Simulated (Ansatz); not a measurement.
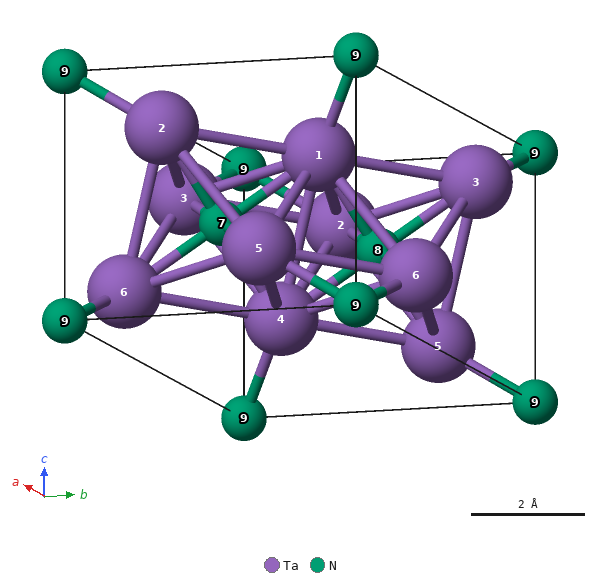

**Figure 1.** The structure as given in the input (ball-and-stick view of the cell of the calculation, seen at an oblique angle; atoms are numbered from 1 in the order of the input). An atom can appear more than once, as a periodic image. Near neighbours in the periodic cell (some may lie outside the picture): Ta has 3 N at 2.12 to 2.14 Å and 12 Ta at 2.98 to 3.02 Å; N has 6 Ta at 2.12 to 2.14 Å.

Single-point calculation, with input and output: Ta2N

- system: Ta2N (9 atoms in the cell)
- method: DFT LDA, scalar-relativistic, plane waves, PAW (Ansatz 0.2.0)

The structure derives from a Materials Project entry. The run did not end well. It belongs to a series of runs on one base structure; here: independent-particle dielectric function. Figures and captions count atoms from 1; the log counts them from 0 in places.

## The input
```yaml
crystal:
  lattice:
    - [5.2289405949, 0.0, 0.0]
    - [-2.6144702974, 4.5283953901, 0.0]
    - [0.0, 0.0, 4.8859305182]
  atoms:
    - { symbol: Ta, position: [0.6669978863, 0.6669978863, 0.7525760539] }
    - { symbol: Ta, position: [0.0, 0.3330021137, 0.7525760539] }
    - { symbol: Ta, position: [0.3330021137, 0.0, 0.7525760539] }
    - { symbol: Ta, position: [0.3330021137, 0.3330021137, 0.2474239461] }
    - { symbol: Ta, position: [0.0, 0.6669978863, 0.2474239461] }
    - { symbol: Ta, position: [0.6669978863, 0.0, 0.2474239461] }
    - { symbol: "N", position: [0.6666666667, 0.3333333333, 0.5] }
    - { symbol: "N", position: [0.3333333333, 0.6666666667, 0.5] }
    - { symbol: "N", position: [0.0, 0.0, 0.0] }
basis:
  ecutwfc: 420
kpoints:
  mp_grid: { grid: [12, 12, 8] }
hamiltonian:
  xc: lda
scf:
  occupations: { method: fermi_dirac, width: 0.15 }
  n_extra_bands: 36
output:
  eigenvalues: true
  optics: { e_range: [0, 14], sigma: 0.1, nscf_kmesh: { grid: [12, 12, 12] } }
checkpoint:
  read: start.run
  write: ck
  compress: false
  write_wavefunctions: false
  write_every: 100000
```

Run as:
```bash
ansatz run input.yaml --threads 2 --pin off --max-ram 6144MiB --backend cpu --events-out ev --progress --plain --runs-dir out
```

## Output
```
scf.n_extra_bands = 36 over 47 filled bands (N_el = 93.0): the run solves 83 bands
Engine: ansatz 0.2.0, x86_64-unknown-linux-gnu
Pseudopotentials: kind: paw
Pseudopotential: Ta, paw, valence charge 13, recommended cutoff 420 eV (normal), Ta.paw.azcp
Pseudopotential: N, paw, valence charge 5, recommended cutoff 420 eV (normal), N.paw.azcp
Functional definition: SPW92
  exchange = slater_x
  correlation = pw_c
Crystal: 9 atoms, lattice volume = 115.693 Å³
Basis set: ecut = 420 eV, 2255 PW (Γ)
Bands: 83, of which v1, the nominal top of the filled ones, is band 47 counted from 1 (46 counted from 0)
Symmetry: 12 space group operations
Space group: P-31m (ITA 162), of the structure as read, at distance tolerance 4.9e-5 Å
k-points: 131 of 1152
Non-local potential: Ta, projectors of the file, l = 0: 3, l = 1: 2, l = 2: 2, l = 3: 1
Non-local potential: N, projectors of the file, l = 0: 2, l = 1: 2, l = 2: 1
PAW form: soft (Blöchl's): semilocal exchange-correlation on the pseudo side does not see the compensation charge
PAW frozen core: Ta, regenerated for the run's functional, and the local potential with it (the file was generated under x = pbe(κ = 0.804, μ = 0.2195149727645171), c = pbe(β = 0.06672455060314922))
PAW frozen core: N, regenerated for the run's functional, and the local potential with it (the file was generated under x = pbe(κ = 0.804, μ = 0.2195149727645171), c = pbe(β = 0.06672455060314922))
PAW one-centre angular grid: Ta, 590 points (default); XC on 64 Gauss nodes
PAW one-centre angular grid: N, 110 points (default); XC on 64 Gauss nodes
Initial density: read from a saved state, or passed on in memory by an earlier SCF of this step, an earlier step, the calling program or the single point that the run made first
Initial wavefunctions: pseudopotential atomic-orbital guess
Functional: x = slater, c = lda
iter 1 solved again at ethr=1.21e-7 eV; its pass at ethr=3.10e-3 eV (dr2=1.12e-4 eV) is discarded
SCF iter   1: F=—  HF=-59227.244273 eV  |F-HF|=—  |Δ(HF+E_count)|=         —  Δρ=6.89e-7  dr2=3.82e-10  ethr=1.21e-7  ⟨swp⟩=3.0  Hψ=72116  notcnv=0
eigensolver tolerance schedule: the retry pair's looser diagonalisation over-reported the residual by 293305.23 of it (diagonalisation noise at an unbounded share of the residual, at the tolerance the schedule requests for it); recorded, not acted on — ethr = c·dr2/N_el stays at c = 1.0e-1
preconditioner: auto → Kerker (q_TF=auto, 2.631 Å⁻¹)  [metal: Δε(μ)=0.015 eV  Ē_g=13.122 eV  σ=0.150 eV  W_gap=0.03  n_scr=28 (ndim 8)  ℏωp=23.2 eV  f_vac=0.000  D(μ)=3.22/eV (n_scr^D=20)]
SCF iter   2: F=—  HF=-59227.244272 eV  |F-HF|=—  |Δ(HF+E_count)|=   7.47e-7  Δρ=3.26e-7  dr2=7.85e-11  ethr=1.00e-12  ⟨swp⟩=3.9  Hψ=24089  notcnv=0
SCF iter   3: F=—  HF=-59227.244272 eV  |F-HF|=—  |Δ(HF+E_count)|=  1.46e-11  Δρ=2.18e-7  dr2=3.61e-11  ethr=1.00e-12  ⟨swp⟩=1.0  Hψ=10873  notcnv=0
iter 4 did not close the SCF: its close was put off for the readings that it lacked (scf_convergence_deferred on its scf_iter line)
SCF iter   4: F=-59227.244272 eV  HF=-59227.244272 eV  |F-HF|=1.46e-11  |Δ(HF+E_count)|=  7.28e-12  Δρ=1.09e-7  dr2=9.86e-12  ethr=1.00e-12  ⟨swp⟩=1.0  Hψ=10873  notcnv=0
iter 5 did not close the SCF: its close was put off for the readings that it lacked (scf_convergence_deferred on its scf_iter line)
SCF iter   5: F=-59227.244272 eV  HF=-59227.244272 eV  |F-HF|=7.28e-12  |Δ(HF+E_count)|=  5.82e-11  Δρ=8.41e-8  dr2=5.89e-12  ethr=1.00e-12  ⟨swp⟩=1.0  Hψ=10873  notcnv=0
iter 6 did not close the SCF: its close was put off for the readings that it lacked (scf_convergence_deferred on its scf_iter line)
SCF iter   6: F=-59227.244272 eV  HF=-59227.244272 eV  |F-HF|=7.28e-12  |Δ(HF+E_count)|=  2.91e-11  Δρ=5.41e-8  dr2=2.32e-12  ethr=1.00e-12  ⟨swp⟩=1.0  Hψ=10873  notcnv=0
iter 7 did not close the SCF: its close was put off for the readings that it lacked (scf_convergence_deferred on its scf_iter line)
SCF iter   7: F=-59227.244272 eV  HF=-59227.244272 eV  |F-HF|=0.00e0  |Δ(HF+E_count)|=    0.00e0  Δρ=2.24e-8  dr2=3.91e-13  ethr=1.00e-12  ⟨swp⟩=1.0  Hψ=10873  notcnv=0
SCF iter   8: F=-59227.244272 eV  HF=-59227.244272 eV  |F-HF|=0.00e0  |Δ(HF+E_count)|=    0.00e0  Δρ=1.16e-8  dr2=1.08e-13  ethr=1.00e-12  ⟨swp⟩=1.6  Hψ=23799  notcnv=0
SCF 1 converged in 8 iterations: F = -59227.244272 eV  dr2 = 1.08e-13
  greatest PAW one-centre occupation: 1.000 electrons in one spin orbital (limit 2), on the Ta atom at site 4 (counted from 0), in its partial waves of l = 0
```

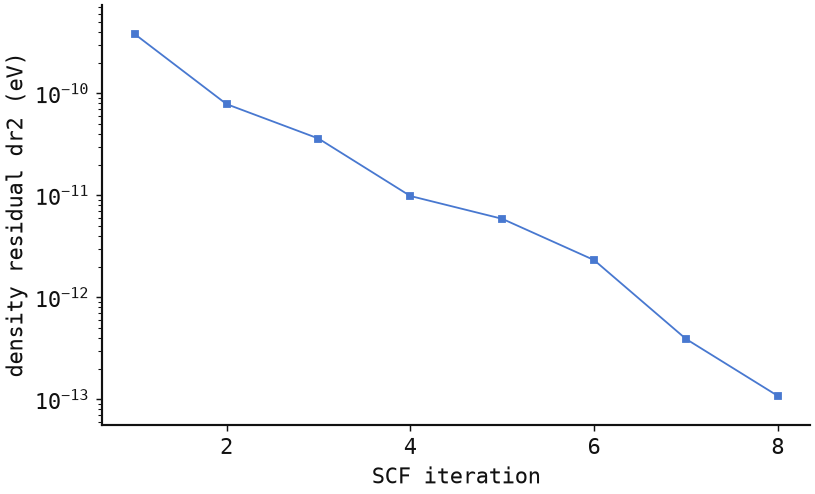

**Figure 2.** Convergence of the self-consistent field: density residual dr2 against the SCF iteration. The residual falls at every step. The field converged; the run failed or was cut off later.

```
NSCF: frozen V_eff on 193 k-points
Optics k sum: 0 of 193 k-points
Optics k sum: 10 of 193 k-points
Optics k sum: 20 of 193 k-points
Optics k sum: 29 of 193 k-points
Optics k sum: 39 of 193 k-points
Optics k sum: 49 of 193 k-points
Optics k sum: 58 of 193 k-points
Optics k sum: 68 of 193 k-points
Optics k sum: 78 of 193 k-points
Optics k sum: 87 of 193 k-points
Optics k sum: 97 of 193 k-points
Optics k sum: 107 of 193 k-points
Optics k sum: 116 of 193 k-points
Optics k sum: 126 of 193 k-points
Optics k sum: 136 of 193 k-points
Optics k sum: 145 of 193 k-points
WARN: the run was ended behind the SCF: a stop after 145 completed k-points of the optical sum inside the mesh's cells. The result of record stands; what else was asked for is given out only as far as it was finished by then, or is formed of that. The run will not end as completed
SCF converged after 8 iterations
Free energy (F): -59227.244272 eV
Harris-Foulkes:  -59227.244272 eV  (|F-HF|=0.00e0)
Internal energy: -59227.001955 eV  (E = F + TS)
E sigma→0 (E₀):  -59227.123113 eV
Entropy (-TS):   -0.242318 eV (-26.924 meV/atom)
Fermi energy:    20.280031 eV
--- Per-component energies (eV) ---
  E_band       = -459.398210
  E_kinetic    = 2611.346167
  E_local      = -3551.570614  (includes V_loc(G=0)·N_el)
  E_nonlocal   = 263.431388
  E_hartree    = 1227.290372
  E_xc         = -1488.124557
  E_vxc        = -1463.545174  (∫ρ·V_xc dr)
  E_paw        = -49251.188574  (= ΣΔE_a)
  E_vpaw       = -773.642043  (= ΣTr[D̂ρ^β])
  E_aug_tail   = 0.001300  (compensation charges beyond the density's cutoff)
  E_ewald      = -9039.980987
  E_core_change = 1.793549  (= ΣΔE_core)
  E_smearing   = -0.242318  (= −TS)
  E_closure    = -0.000000  (closes the sum)
  Σ components = -59227.244272   (vs F -59227.244272, Δ=0.00e0)
--- Band table (eV; the first three rows and the last of 131) ---
  k-point 0: bands = ["-47.9658", "-47.8772", "-47.8604", "-47.8604", "-47.8598", "-47.8598", "-15.3836", "-14.9503", "-14.7585", "-14.7585", "-14.7436", "-14.7436", "-14.7044", "-14.6018", "-14.5642", "-14.4563", "-14.4563", "-14.4404", "-14.4404", "-14.1446", "-14.1446", "-14.0304", "-14.0304", "-13.9869", "2.4943", "4.0250", "4.7297", "11.5273", "12.9588", "12.9588", "13.1977", "13.1977", "13.8922", "13.8922", "13.9979", "14.2498", "14.3257", "17.0743", "17.6000", "17.6000", "18.2792", "18.2792", "18.7427", "19.4085", "19.8086", "19.8086", "19.9174", "20.1570", "20.1570", "21.0149", "21.0149", "22.1018", "22.1018", "23.3134", "23.5212", "23.9671", "23.9671", "24.1058", "24.1058", "24.4931", "24.6429", "24.6429", "25.1060", "26.0722", "26.4791", "26.6063", "26.6063", "28.0926", "29.8064", "29.8064", "30.0813", "30.0813", "30.1109", "31.3307", "31.8614", "32.9358", "32.9358", "32.9901", "32.9901", "33.1780", "33.3530", "34.1323", "34.1323"]
  k-point 1: bands = ["-47.9624", "-47.8806", "-47.8607", "-47.8607", "-47.8595", "-47.8595", "-15.3492", "-14.9368", "-14.8643", "-14.8643", "-14.6870", "-14.6705", "-14.6705", "-14.6235", "-14.5788", "-14.5057", "-14.5057", "-14.3623", "-14.3623", "-14.1360", "-14.1360", "-14.0308", "-14.0308", "-14.0256", "2.5800", "4.0327", "4.6461", "11.5839", "12.4871", "12.4871", "13.5685", "13.5685", "13.8344", "13.9693", "13.9693", "13.9771", "14.8404", "17.1622", "17.6833", "17.6833", "18.2709", "18.2709", "18.6713", "19.2936", "19.5540", "19.5540", "19.8918", "20.3827", "20.3827", "21.2487", "21.2487", "22.0241", "22.0241", "22.8846", "23.5734", "23.8790", "23.8790", "24.1017", "24.1017", "24.7249", "24.7497", "24.7497", "24.7870", "25.8210", "26.5046", "26.5046", "26.9925", "27.9288", "29.2523", "29.2523", "30.2329", "30.2329", "30.4749", "30.4767", "32.2535", "32.2535", "32.3317", "33.0279", "33.0279", "33.2268", "34.4553", "34.6294", "34.6294"]
  k-point 2: bands = ["-47.9529", "-47.8902", "-47.8611", "-47.8611", "-47.8592", "-47.8592", "-15.2521", "-14.9638", "-14.9638", "-14.8984", "-14.6960", "-14.6941", "-14.6941", "-14.6270", "-14.6200", "-14.4636", "-14.4636", "-14.2936", "-14.2936", "-14.1306", "-14.1158", "-14.1158", "-14.0288", "-14.0288", "2.8224", "4.0512", "4.4086", "11.7400", "12.0105", "12.0105", "13.4453", "13.5793", "13.5793", "13.9276", "14.3811", "14.3811", "15.5311", "17.3988", "17.8496", "17.8496", "18.3073", "18.3073", "18.5145", "18.9864", "19.2221", "19.2221", "19.6669", "20.7078", "20.7078", "21.7427", "21.7427", "21.9862", "21.9862", "22.1039", "23.4366", "23.4366", "23.7530", "24.1228", "24.1228", "24.3300", "25.0185", "25.0185", "25.3007", "25.6917", "26.2881", "26.2881", "26.8552", "27.5497", "28.5548", "28.5548", "30.0759", "30.0759", "30.4735", "31.3091", "31.4082", "31.4082", "32.0903", "33.0473", "33.0473", "34.0632", "34.9162", "35.0974", "35.4584"]
  k-point 130: bands = ["-47.9043", "-47.9043", "-47.9043", "-47.8577", "-47.8567", "-47.8567", "-15.0950", "-15.0950", "-15.0169", "-14.7848", "-14.6834", "-14.6834", "-14.6610", "-14.6610", "-14.6335", "-14.4141", "-14.3465", "-14.3465", "-14.2934", "-14.2934", "-14.2004", "-14.0836", "-14.0307", "-14.0307", "3.7510", "3.7510", "3.8034", "11.7080", "11.9504", "11.9504", "13.4892", "13.4892", "14.0507", "14.2077", "14.4651", "14.4651", "16.0410", "16.4187", "16.4187", "16.7966", "17.3686", "17.3686", "18.4446", "18.4446", "18.8198", "20.3643", "20.3643", "21.0471", "22.0463", "22.4913", "22.4913", "22.9409", "22.9409", "23.0198", "23.8311", "23.8311", "23.9152", "24.0751", "24.0751", "24.7888", "25.0379", "25.0379", "25.0870", "25.1403", "25.1403", "26.0720", "27.0041", "27.0041", "27.0167", "28.6043", "29.8398", "29.8398", "29.8709", "31.2426", "31.2426", "32.6601", "32.6601", "34.5090", "34.8804", "34.8804", "34.9810", "35.3266", "35.4888"]
Error: SIGTERM received: cancelled by the caller after 145 completed k-points of the optical sum inside the mesh's cells, in an analysis behind the self-consistent cycle: that cycle's result was reported, and what else the deck asks for behind it is given out only as far as it was finished by then, or is formed of that: a resume of the run directory makes the rest
```

## Outcome

| quantity | value |
| --- | --- |
| outcome | stopped at the time limit |
| space group (tolerance 0.01 Å) | P-31m (162) |
| electrons treated | 93 |
| free energy | −59227.2443 eV |
| Fermi energy | 20.280 eV |
| hardware | 2 threads of Intel Xeon (Sapphire Rapids), 192 GiB of memory available, shared host |
| wall time | 22 min (CPU time 30 min) |
| peak memory | 3.8 GiB |

The run was cut off by its time limit, so the output is incomplete. Results for this metal are sensitive to the k-point mesh. Warnings of the run: an analysis step after the SCF failed.
